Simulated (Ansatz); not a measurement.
**Two runs on AlN**

System: AlN (2 atoms in the cell).
Method of run A: DFT, r2SCAN, plane waves, PAW, no spin polarisation (Ansatz 0.2.0).

The structure was built on a prototype by a generator. The geometry comes from this level: r2SCAN (a point of a series of strains). Text and figures count atoms from 1; the logs count them from 0 in places.

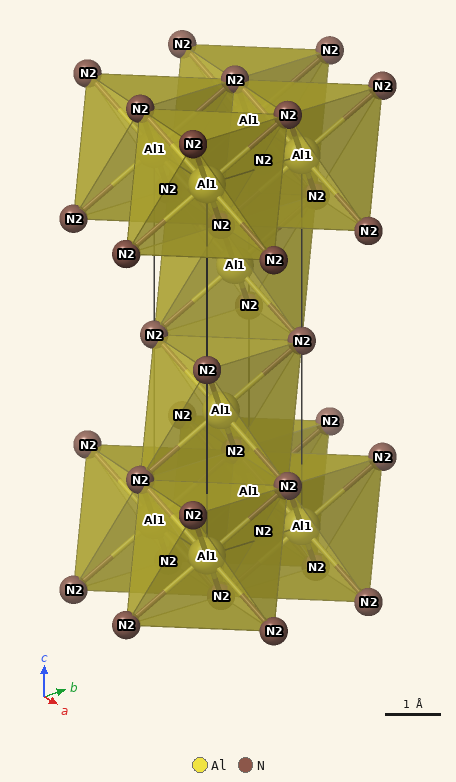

The input geometry (polyhedral view of the cell 3 times as large as that of the calculation, set on its symmetry axes, seen slightly off an axis; polyhedra are completed across the faces of the cell; atoms are numbered from 1 in the order of the input). An atom can appear more than once, as a periodic image.

### The input, run A
```yaml
crystal:
  lattice:
    - [0.0616615964, 1.9997753105, 1.9997753105]
    - [1.9997753105, 0.0616615964, 1.9997753105]
    - [1.9997753105, 1.9997753105, 0.0616615964]
  atoms:
    - { symbol: Al, position: [0.0, 0.0, 0.0] }
    - { symbol: "N", position: [0.5, 0.5, 0.5] }
kpoints:
  mp_grid: { grid: [10, 10, 10] }
  band_path:
    path:
      - [0.0, 0.0, 0.0]
      - [0.5, 0.0, 0.5]
      - [0.625, 0.25, 0.625]
      - [0.375, 0.375, 0.75]
      - [0.5, 0.5, 0.5]
      - [0.5, 0.25, 0.75]
      - [0.0, 0.5, 0.5]
    npoints: 1
hamiltonian:
  xc: r2scan
scf:
  occupations: { method: fixed }
  n_extra_bands: 4
output:
  forces: true
  stress: true
  eigenvalues: true
```

Launched with:
```bash
ansatz run input.yaml --threads 2 --pin off --max-ram 29491MiB --backend cpu --events-out ev --progress --plain --runs-dir out
```

Hardware: 2 threads of AMD EPYC (Zen 3), 1656 GiB of memory available, shared host.

### Output, shortened to warnings, some set-up lines, iterations and results (run A)
```
Basis set: ecut = 500 eV, 381 PW (Γ), exchange–correlation on 96×96×96 points (64 copies of the dense FFT grid, shifted against one another)
Symmetry: 12 space group operations
k-points: 116 of 1000
Initial density: superposition of atomic densities (neutral atoms: chi_scale 0, normalization atom), corrected by the library's trained network
[...]
SCF iter   1: F=—  HF=-927.863102 eV  |F-HF|=—  |Δ(HF+E_count)|=         —  Δρ=6.73e-3  dr2=5.95e-3  dr2_τ=2.05e-1  ethr=1.77e-3  ⟨swp⟩=4.3  Hψ=5623  notcnv=0  defer=188
SCF iter   2: F=—  HF=-928.009135 eV  |F-HF|=—  |Δ(HF+E_count)|=   1.46e-1  Δρ=5.58e-3  dr2=3.06e-3  dr2_τ=6.62e-5  ethr=7.44e-5  ⟨swp⟩=3.0  Hψ=2732  notcnv=0  defer=230
SCF iter   3: F=—  HF=-928.009770 eV  |F-HF|=—  |Δ(HF+E_count)|=   6.35e-4  Δρ=3.82e-3  dr2=2.28e-3  dr2_τ=1.09e-4  ethr=3.82e-5  ⟨swp⟩=2.7  Hψ=1757  notcnv=0  defer=230
SCF iter   4: F=—  HF=-928.009560 eV  |F-HF|=—  |Δ(HF+E_count)|=   2.10e-4  Δρ=6.06e-4  dr2=2.51e-5  dr2_τ=1.40e-5  ethr=2.85e-5  ⟨swp⟩=2.7  Hψ=1601  notcnv=0  defer=230
SCF iter   5: F=—  HF=-928.009560 eV  |F-HF|=—  |Δ(HF+E_count)|=   7.07e-7  Δρ=2.07e-4  dr2=3.61e-6  dr2_τ=1.43e-7  ethr=3.14e-7  ⟨swp⟩=1.0  Hψ=935  notcnv=0  defer=96
SCF iter   6: F=-928.009560 eV  HF=-928.009560 eV  |F-HF|=1.14e-9  |Δ(HF+E_count)|=   1.71e-7  Δρ=3.01e-5  dr2=5.13e-8  dr2_τ=3.70e-9  ethr=1.25e-9  ⟨swp⟩=5.1  Hψ=5591  …
SCF 1 converged in 6 iterations: F = -928.009560 eV  dr2 = 5.13e-8
NSCF: frozen V_eff on 7 k-points
SCF converged after 6 iterations
Free energy (F): -928.009560 eV
Harris-Foulkes:  -928.009560 eV  (|F-HF|=1.14e-9)
Internal energy: -928.009560 eV  (E = F + TS)
E sigma→0 (E₀):  -928.009560 eV
Fermi energy:    12.469406 eV
--- Per-component energies (eV) ---
  E_band       = 42.064692
  E_kinetic    = 168.447984
  E_local      = -162.153808  (includes V_loc(G=0)·N_el)
  E_nonlocal   = 53.814112
  E_hartree    = 61.077596
  E_xc         = -101.459089
  E_vxc        = -122.810841  (∫ρ·V_xc dr)
  E_paw        = -602.736894  (= ΣΔE_a)
  E_vpaw       = -23.882970  (= ΣTr[D̂ρ^β])
  E_aug_tail   = 0.000019  (compensation charges beyond the density's cutoff)
  E_vtau       = 6.494365  (kinetic-family band-sum trace: ∫τ·v_τ [+ j·A + Jᵃ·Aᵃ] dr)
  E_ewald      = -344.909807
  E_core_change = -0.089673  (= ΣΔE_core)
  E_smearing   = -0.000000  (= −TS)
  E_closure    = -0.000000  (closes the sum)
  Σ components = -928.009560   (vs F -928.009560, Δ=0.00e0)
--- Forces (eV/Å), atoms counted from 1 ---
  atom   1  Al    -0.00000000    -0.00000000     0.00000000
  atom   2  N      0.00000000    -0.00000000    -0.00000000
  max |Σ_I F_I| component: 6.57e-30 eV/Å
--- Stress (GPa, compression-positive) ---
       24.464493     -12.232620     -12.232620
      -12.232620      24.464493     -12.232620
      -12.232620     -12.232620      24.464493
  P = ⅓ Tr σ = 24.4645 GPa (244.645 kbar)
```

The input of run B differs as follows (lines with − go, lines with + come):
```diff
-  xc: r2scan
+  xc: pbe
-  occupations: { method: fixed }
+  occupations: { method: fermi_dirac, width: 0.02 }
```

What does this change do to the results?

The total energies belong to different methods, so their difference says nothing on which is more stable or more accurate. The gap on the mesh goes from 5.25 to 4.49 eV. The pressure goes from 24.46 to 30.93 GPa. The functional changes from r2SCAN to PBE. The number of SCF iterations is the same. The default cutoff goes from 500 to 420 eV with the change. The plane waves at Γ go from 381 to 295.

### Output, shortened to warnings, some set-up lines, iterations and results (run B)
```
Basis set: ecut = 420 eV, 295 PW (Γ), exchange–correlation on 40×40×40 points (8 copies of the dense FFT grid, shifted against one another)
Symmetry: 12 space group operations
k-points: 116 of 1000
Initial density: superposition of atomic densities (neutral atoms: chi_scale 0, normalization atom), corrected by the library's trained network
[...]
SCF iter   1: F=—  HF=-923.724812 eV  |F-HF|=—  |Δ(HF+E_count)|=         —  Δρ=2.59e-3  dr2=7.36e-4  ethr=1.77e-3  ⟨swp⟩=4.9  Hψ=6628  notcnv=0
SCF iter   2: F=—  HF=-923.724695 eV  |F-HF|=—  |Δ(HF+E_count)|=   1.17e-4  Δρ=1.14e-3  dr2=7.17e-5  ethr=9.21e-6  ⟨swp⟩=2.7  Hψ=2688  notcnv=0
SCF iter   3: F=—  HF=-923.724753 eV  |F-HF|=—  |Δ(HF+E_count)|=   5.85e-5  Δρ=4.96e-4  dr2=9.68e-6  ethr=8.96e-7  ⟨swp⟩=2.1  Hψ=1298  notcnv=0
SCF iter   4: F=—  HF=-923.724773 eV  |F-HF|=—  |Δ(HF+E_count)|=   1.99e-5  Δρ=1.29e-4  dr2=6.53e-7  ethr=1.21e-7  ⟨swp⟩=2.0  Hψ=1392  notcnv=0
SCF iter   5: F=-923.724775 eV  HF=-923.724775 eV  |F-HF|=1.93e-8  |Δ(HF+E_count)|=   1.38e-6  Δρ=1.59e-5  dr2=1.04e-8  ethr=8.17e-9  ⟨swp⟩=2.3  Hψ=1427  notcnv=0
SCF iter   6: F=-923.724775 eV  HF=-923.724775 eV  |F-HF|=6.88e-11  |Δ(HF+E_count)|=   2.03e-8  Δρ=9.69e-7  dr2=3.95e-11  ethr=1.30e-10  ⟨swp⟩=1.3  Hψ=3313  notcnv=0
SCF 1 converged in 6 iterations: F = -923.724775 eV  dr2 = 3.95e-11
NSCF: frozen V_eff on 7 k-points
SCF converged after 6 iterations
Free energy (F): -923.724775 eV
Harris-Foulkes:  -923.724775 eV  (|F-HF|=6.88e-11)
Internal energy: -923.724775 eV  (E = F + TS)
E sigma→0 (E₀):  -923.724775 eV
Fermi energy:    14.907605 eV
--- Per-component energies (eV) ---
  E_band       = 45.971559
  E_kinetic    = 167.286917
  E_local      = -161.271516  (includes V_loc(G=0)·N_el)
  E_nonlocal   = 54.993157
  E_hartree    = 60.015840
  E_xc         = -104.402569
  E_vxc        = -111.482735  (∫ρ·V_xc dr)
  E_paw        = -595.436896  (= ΣΔE_a)
  E_vpaw       = -23.586071  (= ΣTr[D̂ρ^β])
  E_aug_tail   = 0.000100  (compensation charges beyond the density's cutoff)
  E_ewald      = -344.909807
  E_smearing   = -0.000000  (= −TS)
  E_closure    = 0.000000  (closes the sum)
  Σ components = -923.724775   (vs F -923.724775, Δ=0.00e0)
--- Forces (eV/Å), atoms counted from 1 ---
  atom   1  Al     0.00000000     0.00000000     0.00000000
  atom   2  N      0.00000000     0.00000000     0.00000000
  max |Σ_I F_I| component: 2.10e-30 eV/Å
--- Stress (GPa, compression-positive) ---
       30.930189     -11.438744     -11.438744
      -11.438744      30.930189     -11.438744
      -11.438744     -11.438744      30.930189
  P = ⅓ Tr σ = 30.9302 GPa (309.302 kbar)
```

### The two runs side by side

```tsv
quantity	run A	run B
outcome	converged	converged
free energy per atom (eV)	−464.0048	−461.8624
gap on the mesh (eV)	5.25	4.49
pressure (GPa)	24.46	30.93
largest force (eV/Å)	0.000	0.000
SCF iterations	6	6
irreducible k-points	116	116
plane waves at Γ	381	295
wall time (shared host)	1.4 s	0.79 s
```

For run A: The cell is under a pressure of 24 GPa at this level, so it is not at its equilibrium volume. For run B: The cell is under a pressure of 31 GPa at this level, so it is not at its equilibrium volume.
